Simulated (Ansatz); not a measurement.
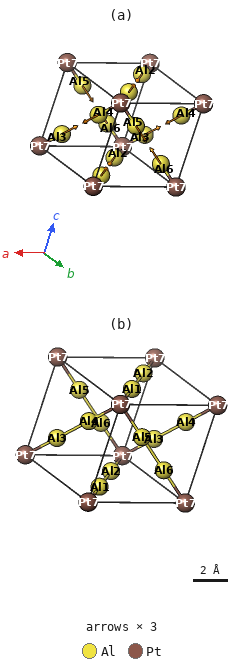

The structure of solid Al$_{6}$Pt (a generated structure, set up in Im-3m) (coarse preliminary run) before (top) and after (bottom) a relaxation, at one scale. The orange arrows give the displacements (the part carried along by the change of the cell is left out), magnified 3 times.

A ball-and-stick model of the cell of the calculation, seen from a free direction.

Theory: DFT PBE, scalar-relativistic, plane waves, PAW (Ansatz). Set-up: plane-wave cutoff 420 eV; k-point mesh 4 × 4 × 4; occupations gaussian; smearing width 0.1 eV; no spin polarisation; cell and atoms relaxed; force threshold 0.04 eV/Å; at most 70 steps.

> Summarise the run.

The largest moves relative to the cell, 0.41 Å, are those of Al1, Al2, Al3, Al4, Al5 and Al6. Al1 goes along [−1 −1 0]. Pt stays in place. Cell: a = b = c 5.259 → 6.169 Å (+17.3 %). Volume +61.5 %. Some distances before and after: Al1–Al3 2.356 → 3.348 Å, Al1–Pt7 1.666 → 2.368 Å, Al1–Al2 2.740 → 2.389 Å. The space group stays Im-3m (No. 229). Over 7 accepted moves (9 points after the start) the energy falls by 7930 meV per atom. The largest force component goes from 42 to 0.021 eV/Å. The pressure goes from 185.39 to 0.10 GPa. The SCF was repeated twice at an unchanged geometry on a basis and grid sized afresh for the cell, which shifted the energy by 34.0 meV per atom at most. The run took 32 s on 1 thread of Arm Neoverse N1 (shared host), peak memory 0.41 GiB.
